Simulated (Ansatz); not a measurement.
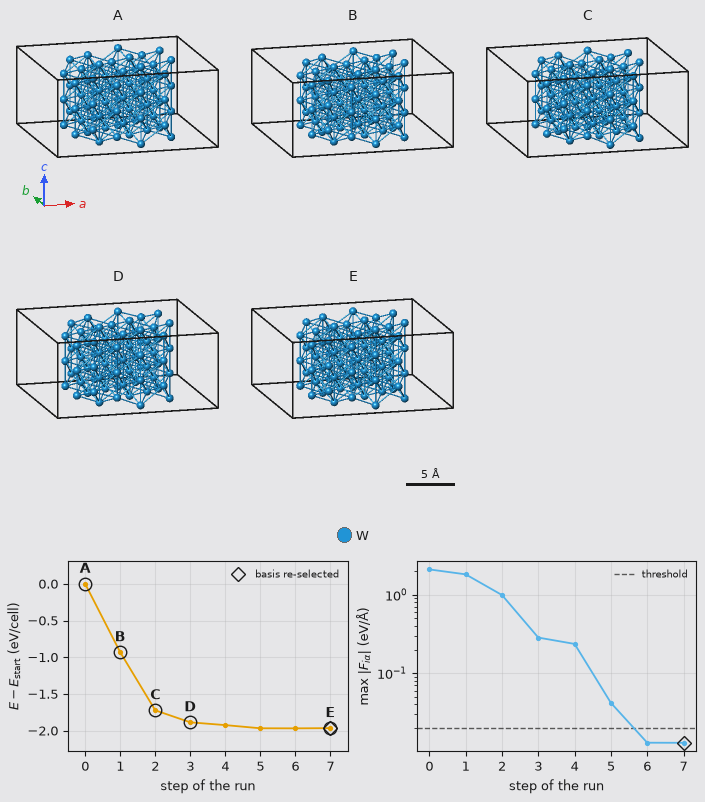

Frames of a relaxation of a wire of composition W, marked on the history of the run. A ball-and-stick model of the 3 repeat of the cell, with the vacuum cut short, seen slightly off an axis.

Case: wire along [1 1 1], 22 atoms a period.

These are results of DFT PBE, scalar-relativistic, plane waves, PAW (Ansatz), not measurements. Set-up: plane-wave cutoff 420 eV; k-point mesh 1 × 1 × 19; occupations gaussian; smearing width 0.05 eV; no spin polarisation; cell relaxed at fixed a, b, alpha, beta, gamma; force threshold 0.02 eV/Å; at most 45 steps.

**Describe the path.**

The energy falls by 1.965 eV per cell of the calculation in 6 accepted moves (7 points after the start). Largest force component: 2.1 eV/Å at the start, 0.013 eV/Å at the end. At 1 point the geometry stayed and the basis and grid were re-selected for the new cell (energy shift of 2.9 meV per cell of the calculation at most each time). The largest moves relative to the centre of the atoms, 0.17 Å, are those of W atoms. Along the periodic axis the drawn cell goes c 8.271 → 8.109 Å (−2.0 %). Some distances before and after: W–W 3.184 → 3.019 Å, W–W 2.757 → 2.597 Å, W–W 2.757 → 2.632 Å, W–W 3.184 → 3.074 Å. Cost: 11 min on 4 threads of Arm Neoverse V2, on a shared host, peak memory 4.1 GiB. From step 0 to 1: W atoms move most (0.19 Å), energy −0.932 eV per cell of the calculation. From step 1 to 2: W atoms move most (0.17 Å), energy −0.790 eV per cell of the calculation. From step 2 to 3: W atoms move most (0.19 Å), energy −0.164 eV per cell of the calculation. From step 3 to 7: W atoms move most (0.10 Å), energy −79.1 meV per cell of the calculation.
